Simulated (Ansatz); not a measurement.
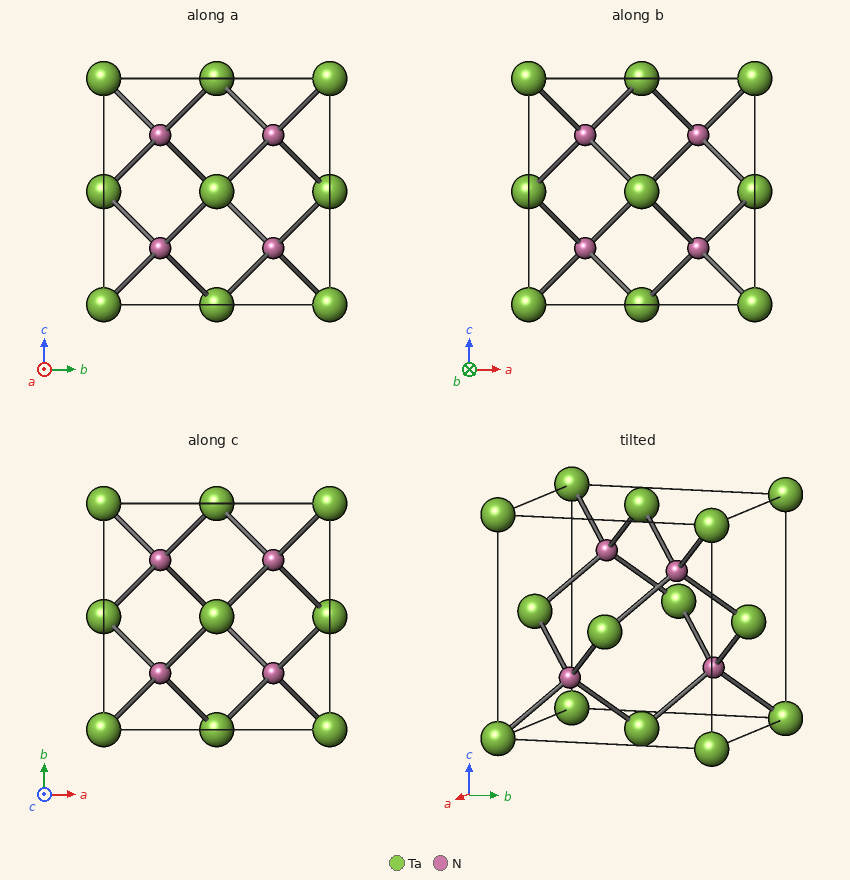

The crystal in a ball-and-stick representation, seen along the a axis, along the b axis, along the c axis and slightly off an axis. The parallelepiped is the conventional unit cell.

Lattice parameters: a = 4.701 Å, b = 4.701 Å, c = 4.701 Å, α = 90.00°, β = 90.00°, γ = 90.00°. Put a along x and b in the xy plane.

Q: Record the structure as a POSCAR file.

A:
```
Ta N
1.0
     4.701    0.000    0.000
     0.000    4.701    0.000
     0.000    0.000    4.701
Ta N
4 4
Direct
  0.0000 0.0000 0.0000
  0.0000 0.5000 0.5000
  0.5000 0.0000 0.5000
  0.5000 0.5000 0.0000
  0.2500 0.2500 0.7500
  0.2500 0.7500 0.2500
  0.7500 0.2500 0.2500
  0.7500 0.7500 0.7500
```

Starting structure: a structure type filled with these elements by a generator (whether the compound takes this form wasn't checked). The cell was then strained or its atoms displaced on purpose. Ansatz was used for an electronic-structure calculation on it.

At this level of theory the run's own cell isn't at rest (compressed, at 6 GPa), so its distances can differ from those at equilibrium, the more so the softer the solid.
